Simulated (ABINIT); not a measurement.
Ga: geometry relaxation

- system: Ga (P2₁/m, 2 atoms in the cell)
- method: Kohn-Sham DFT of a periodic cell, PBE with D3(BJ), JTH PAW PBE v2.0, no spin polarisation (ABINIT 10.8.3)

The structure derives from a Materials Project entry. The input holds or restrains some coordinates.

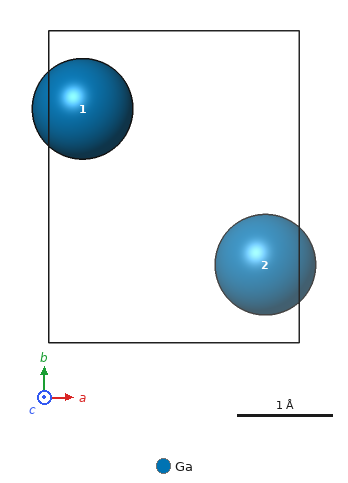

The structure as given in the input (ball-and-stick view of the cell of the calculation, along the c axis; atoms are numbered from 1 in the order of the input). An atom can appear more than once, as a periodic image. Near neighbours in the periodic cell (some may lie outside the picture): Ga has 8 Ga at 2.71 to 2.84 Å.

Summary:

| quantity | value |
| --- | --- |
| outcome | converged under the restraints of the input |
| space group (tolerance 0.01 Å) | P2₁/m (11) |
| electrons treated | 26 |
| free energy | −4304.2053 eV |
| dispersion energy | −0.6313 eV |
| gap on the k-point mesh | none (metallic) |
| pressure | −0.05 GPa |
| final volume | 36.48 Å³ |
| largest force (length of the vector) at the end, held atoms and coordinates included | 0.006 eV/Å |
| final cell | a = 2.795 Å, b = 3.377 Å, c = 4.135 Å, α = 90.00°, β = 110.80°, γ = 90.00° |
| hardware | 1 thread of Arm Neoverse V1, 24 GiB of memory available, shared host |
| wall time | 5.1 min |
| peak memory | 0.1 GiB |

Input:
```python
import json, os
import numpy as np
from ase.constraints import FixSymmetry
from ase.optimize import BFGS
from ase.filters import FrechetCellFilter
from ase.units import GPa
from ase.calculators.mixing import SumCalculator
from dftd3.ase import DFTD3
from ase.calculators.abinit import Abinit, AbinitProfile
from ase import Atoms

atoms = Atoms(['Ga', 'Ga'],
              cell=[[2.7784220849, 0.0, 0.0], [0.0, 3.28160879, 0.0], [-1.3434310986, 0.0, 3.9902731763]],
              scaled_positions=[[0.13459627, 0.75, 0.77016683], [0.86540373, 0.25, 0.22983317]],
              pbc=True)

profile = AbinitProfile(command='abinit', pp_paths=[os.path.abspath('pseudos')])
params = dict(
    pps='pawxml', xc='PBE',
    chksymtnons=0,
    tolsym=1e-05,
    ecut=462.5936,
    pawecutdg=925.1871,
    pawxcdev=0,
    kptopt=1,
    ngkpt=[6, 5, 5],
    nshiftk=1,
    shiftk=[0.0, 0.0, 0.0],
    ixc=11,
    nband=17,
    occopt=3,
    tsmear=0.05,
    nstep=100,
    tolvrs=1e-09,
    prtwf=0,
    prtden=0,
    ecutsm=0.5,
)

atoms.calc = SumCalculator([Abinit(profile=profile, directory='run', **params), DFTD3(method='pbe', damping='d3bj')])
atoms.set_constraint(FixSymmetry(atoms, symprec=1e-4))
opt = BFGS(FrechetCellFilter(atoms), trajectory='opt.traj')
converged = opt.run(fmax=0.03, steps=30)
print('converged', converged)
print('cell (A)', np.round(atoms.cell[:], 5).tolist())
energy = atoms.get_potential_energy()
forces = atoms.get_forces()
stress = atoms.get_stress()
print(f'energy {energy:.6f} eV')
print('forces (eV/A)')
print(np.round(forces, 5))
print('stress (GPa, Voigt, tension positive)', np.round(stress / GPa, 4))
json.dump(dict(energy=energy, forces=forces.tolist(), stress=stress.tolist(), cell=atoms.cell.tolist(), frac=atoms.get_scaled_positions(wrap=False).tolist()), open('results.json', 'w'))
```

File abinit.in:
```
chksymtnons 0
ecut 462.5936 eV
ecutsm 0.5
ixc 11
kptopt 1
natom 2
nband 17
ngkpt
6 5 5
nshiftk 1
nsppol 1
nstep 100
occopt 3
pawecutdg 925.1871 eV
pawxcdev 0
prtden 0
prtwf 0
shiftk
0.0 0.0 0.0
tolsym 1e-05
tolvrs 1e-09
tsmear 0.05 eV
#Definition of the unit cell
acell
1.00000000000000 1.00000000000000 1.00000000000000 Angstrom
rprim
2.79493536994874 0.00000000000000 -0.04005778598663
0.00000000000000 3.37655099212033 -0.00000000000000
-1.41259558488182 -0.00000000000000 3.88627398256154
chkprim 0 # Allow non-primitive cells
#Definition of the atom types
ntypat 1
znucl 31
#Enumerate different atomic species
typat
 1 1
pseudos "./pseudos/Ga.GGA_PBE-JTH.xml"
#Definition of the atoms
xcart
-1.61584525064273 4.78556746877279 5.60916846754445
4.22808885726751 1.59518915625760 1.65912676474032
chkexit 1 # abinit.exit file in the running directory terminates after the current SCF
```

Command:
```bash
python run.py
```

The program's output:
```
Step          Energy          fmax
BFGS:    0    -4304.178855        0.357717
BFGS:    1    -4304.182501        0.331445
BFGS:    2    -4304.196469        0.069173
BFGS:    3    -4304.197194        0.048379
BFGS:    4    -4304.196650        0.042416
BFGS:    5    -4304.197529        0.030542
BFGS:    6    -4304.197262        0.032475
BFGS:    7    -4304.197465        0.041436
BFGS:    8    -4304.198152        0.058646
BFGS:    9    -4304.198687        0.085766
BFGS:   10    -4304.199482        0.085910
BFGS:   11    -4304.201023        0.116120
BFGS:   12    -4304.201397        0.132635
BFGS:   13    -4304.199274        0.131280
BFGS:   14    -4304.203591        0.126985
BFGS:   15    -4304.204373        0.071785
BFGS:   16    -4304.205165        0.047467
BFGS:   17    -4304.205197        0.021964
converged True
cell (A) [[2.79494, 0.0, -0.04006], [0.0, 3.37655, -0.0], [-1.4126, -0.0, 3.88627]]
energy -4304.205197 eV
forces (eV/A)
[[-0.00563 -0.      -0.00209]
 [ 0.00563  0.       0.00209]]
stress (GPa, Voigt, tension positive) [ 0.0403  0.0695  0.0391 -0.     -0.1852  0.    ]
```

Trajectory as extended XYZ (Å, eV, eV/Å), 18 frames, from step=0 to step=17:
```
2
Lattice="2.7784 0.0000 0.0000 0.0000 3.2816 0.0000 -1.3434 0.0000 3.9903" Properties=species:S:1:pos:R:3:forces:R:3 step=0 energy=-4304.17886
Ga   -0.6607    2.4612    3.0732   -0.0237   0.0000  -0.0741
Ga    2.0957    0.8204    0.9171    0.0237   0.0000   0.0741
2
Lattice="2.7800 0.0000 0.0012 0.0000 3.2884 0.0000 -1.3425 0.0000 3.9797" Properties=species:S:1:pos:R:3:forces:R:3 step=1 energy=-4304.18250
Ga   -0.6601    2.4663    3.0641   -0.0246   0.0000  -0.0609
Ga    2.0976    0.8221    0.9167    0.0246   0.0000   0.0609
2
Lattice="2.7984 0.0000 0.0133 0.0000 3.3607 0.0000 -1.3340 0.0000 3.8664" Properties=species:S:1:pos:R:3:forces:R:3 step=2 energy=-4304.19647
Ga   -0.6553    2.5205    2.9686   -0.0291   0.0000   0.0648
Ga    2.1197    0.8402    0.9111    0.0291   0.0000  -0.0648
2
Lattice="2.7953 0.0000 0.0116 0.0000 3.3515 0.0000 -1.3349 0.0000 3.8820" Properties=species:S:1:pos:R:3:forces:R:3 step=3 energy=-4304.19719
Ga   -0.6562    2.5136    2.9824   -0.0289   0.0000   0.0399
Ga    2.1166    0.8379    0.9112    0.0289   0.0000  -0.0399
2
Lattice="2.7947 0.0000 0.0114 0.0000 3.3520 0.0000 -1.3349 0.0000 3.8826" Properties=species:S:1:pos:R:3:forces:R:3 step=4 energy=-4304.19665
Ga   -0.6567    2.5140    2.9835   -0.0288   0.0000   0.0320
Ga    2.1166    0.8380    0.9105    0.0288   0.0000  -0.0320
2
Lattice="2.7923 0.0000 0.0109 0.0000 3.3585 0.0000 -1.3344 0.0000 3.8810" Properties=species:S:1:pos:R:3:forces:R:3 step=5 energy=-4304.19753
Ga   -0.6604    2.5189    2.9862   -0.0284   0.0000  -0.0109
Ga    2.1182    0.8396    0.9058    0.0284   0.0000   0.0109
2
Lattice="2.7923 0.0000 0.0108 0.0000 3.3600 0.0000 -1.3347 0.0000 3.8797" Properties=species:S:1:pos:R:3:forces:R:3 step=6 energy=-4304.19726
Ga   -0.6617    2.5200    2.9855   -0.0285   0.0000  -0.0154
Ga    2.1193    0.8400    0.9049    0.0285   0.0000   0.0154
2
Lattice="2.7934 0.0000 0.0095 0.0000 3.3650 0.0000 -1.3371 0.0000 3.8745" Properties=species:S:1:pos:R:3:forces:R:3 step=7 energy=-4304.19747
Ga   -0.6695    2.5238    2.9830   -0.0292   0.0000  -0.0299
Ga    2.1258    0.8413    0.9010    0.0292   0.0000   0.0299
2
Lattice="2.7959 0.0000 0.0063 0.0000 3.3702 0.0000 -1.3431 0.0000 3.8685" Properties=species:S:1:pos:R:3:forces:R:3 step=8 energy=-4304.19815
Ga   -0.6856    2.5276    2.9802   -0.0287   0.0000  -0.0489
Ga    2.1384    0.8425    0.8947    0.0287   0.0000   0.0489
2
Lattice="2.8021 0.0000 -0.0016 0.0000 3.3750 0.0000 -1.3579 0.0000 3.8611" Properties=species:S:1:pos:R:3:forces:R:3 step=9 energy=-4304.19869
Ga   -0.7223    2.5313    2.9767   -0.0186   0.0000  -0.0865
Ga    2.1665    0.8438    0.8828    0.0186   0.0000   0.0865
2
Lattice="2.8065 0.0000 -0.0066 0.0000 3.3716 0.0000 -1.3675 0.0000 3.8617" Properties=species:S:1:pos:R:3:forces:R:3 step=10 energy=-4304.19948
Ga   -0.7424    2.5287    2.9757   -0.0136   0.0000  -0.0878
Ga    2.1814    0.8429    0.8794    0.0136   0.0000   0.0878
2
Lattice="2.8151 0.0000 -0.0184 0.0000 3.3559 0.0000 -1.3893 0.0000 3.8722" Properties=species:S:1:pos:R:3:forces:R:3 step=11 energy=-4304.20102
Ga   -0.7834    2.5170    2.9762   -0.0129   0.0000  -0.0534
Ga    2.2091    0.8390    0.8776    0.0129   0.0000   0.0534
2
Lattice="2.8168 0.0000 -0.0252 0.0000 3.3541 0.0000 -1.4004 0.0000 3.8757" Properties=species:S:1:pos:R:3:forces:R:3 step=12 energy=-4304.20140
Ga   -0.8078    2.5156    2.9763   -0.0106   0.0000  -0.0605
Ga    2.2243    0.8385    0.8742    0.0106   0.0000   0.0605
2
Lattice="2.8230 0.0000 -0.0687 0.0000 3.3534 0.0000 -1.4688 0.0000 3.8934" Properties=species:S:1:pos:R:3:forces:R:3 step=13 energy=-4304.19927
Ga   -0.9628    2.5150    2.9710    0.0351   0.0000  -0.1051
Ga    2.3170    0.8383    0.8537   -0.0351   0.0000   0.1051
2
Lattice="2.8129 0.0000 -0.0441 0.0000 3.3533 0.0000 -1.4271 0.0000 3.8910" Properties=species:S:1:pos:R:3:forces:R:3 step=14 energy=-4304.20359
Ga   -0.8684    2.5150    2.9734   -0.0048   0.0000  -0.0031
Ga    2.2543    0.8383    0.8735    0.0048   0.0000   0.0031
2
Lattice="2.8052 0.0000 -0.0325 0.0000 3.3631 0.0000 -1.4059 0.0000 3.8849" Properties=species:S:1:pos:R:3:forces:R:3 step=15 energy=-4304.20437
Ga   -0.8285    2.5223    2.9758   -0.0108   0.0000  -0.0372
Ga    2.2277    0.8408    0.8766    0.0108   0.0000   0.0372
2
Lattice="2.8011 0.0000 -0.0372 0.0000 3.3679 0.0000 -1.4111 0.0000 3.8871" Properties=species:S:1:pos:R:3:forces:R:3 step=16 energy=-4304.20517
Ga   -0.8442    2.5260    2.9730   -0.0080   0.0000  -0.0185
Ga    2.2341    0.8420    0.8769    0.0080   0.0000   0.0185
2
Lattice="2.7949 0.0000 -0.0401 0.0000 3.3766 0.0000 -1.4126 0.0000 3.8863" Properties=species:S:1:pos:R:3:forces:R:3 step=17 energy=-4304.20520
Ga   -0.8551    2.5324    2.9682   -0.0056   0.0000  -0.0021
Ga    2.2374    0.8441    0.8780    0.0056   0.0000   0.0021
```

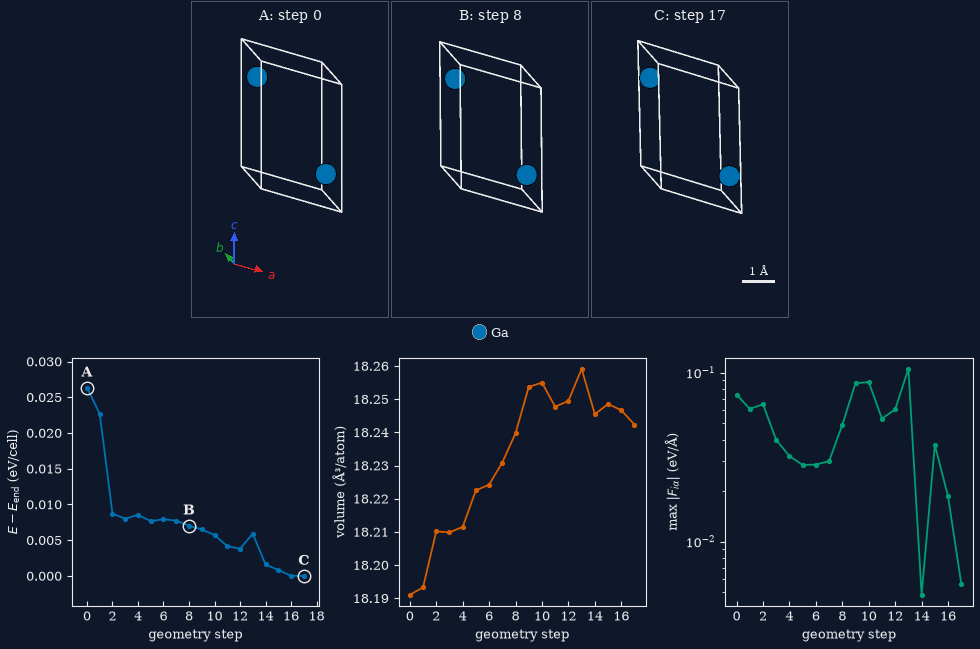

Frames of the restrained relaxation (ball-and-stick view of the cell of the calculation, seen slightly off an axis) above the curves, on which the letters mark them (steps are counted from 0).

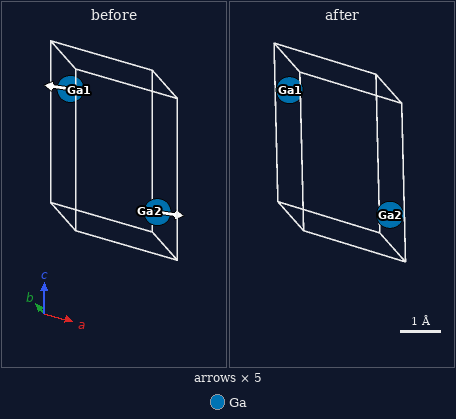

Before (left) and after (right) the restrained relaxation, at one scale (ball-and-stick view of the cell of the calculation, seen slightly off an axis). The white arrows give the displacements (without the part carried along by the change of the cell), magnified 5 times. Over 17 geometry steps the energy falls by 26.3 meV per cell of the calculation. The largest force component goes from 0.074 to 0.0056 eV/Å. The largest moves relative to the cell, 0.14 Å, are those of Ga1 and Ga2. The volume changes by +0.3 %, with a 2.778 → 2.795 Å (+0.6 %), b 3.282 → 3.377 Å (+2.9 %), c 4.210 → 4.135 Å (−1.8 %), β 108.6° → 110.8°. Among the contacts that change: Ga1–Ga2 2.838 → 2.983 Å, Ga1–Ga1 2.778 → 2.795 Å. The space group stays P2_1/m (No. 11). (Atoms are counted from 1 in the order of the input.)
